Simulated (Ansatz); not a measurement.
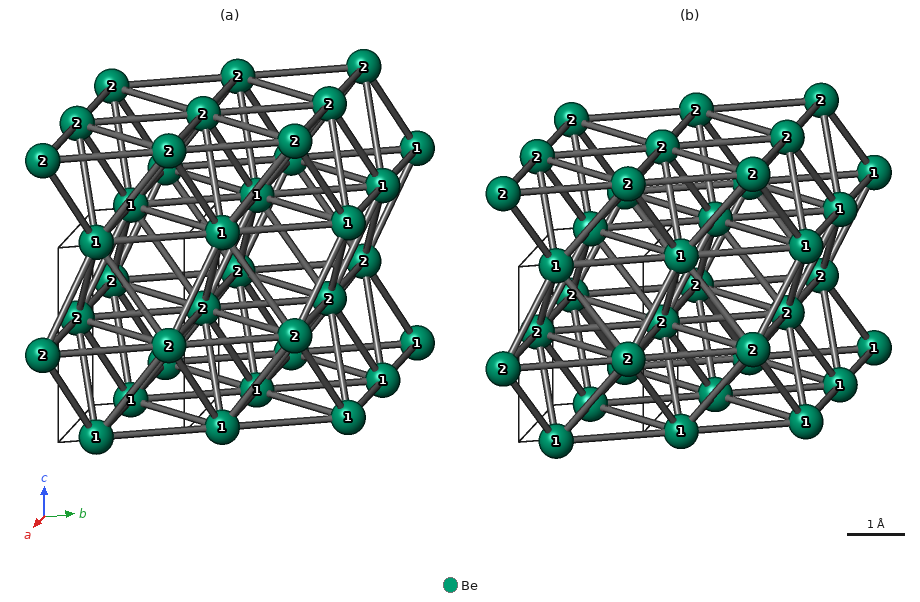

Left: a symmetric starting cell of Be. Right: the same structure after one change, at the same scale. A ball-and-stick model of the cell of the calculation, repeated 3 × 3 × 2 with one cell outlined, seen slightly off an axis.

Computed with Ansatz, DFT PBE, scalar-relativistic, plane waves, PAW. Settings: plane-wave cutoff 420 eV; k-point mesh 21 × 21 × 12; occupations gaussian; smearing width 0.1 eV; no spin polarisation.

Q: What was changed?

A: The cell is strained by −9.9 % along c and −0.9 % across it (volume −11.6 %), the atoms keeping their fractional coordinates. No relaxation follows. The starting cell wasn't computed here and needn't be at equilibrium, so pressure and forces aren't due to the change alone.

Q: How do the computed properties respond?

A: Some distances before and after: Be–Be 2.237 → 2.088 Å, Be–Be 2.300 → 2.278 Å. The space group stays P6_3/mmc (No. 194). The pressure is 14.1 GPa (not all of it need come from the change, since the unchanged cell can be under pressure at this level too). The principal stresses (compression positive) are 39.1 GPa along c and 1.6 GPa across it. All forces vanish by symmetry.
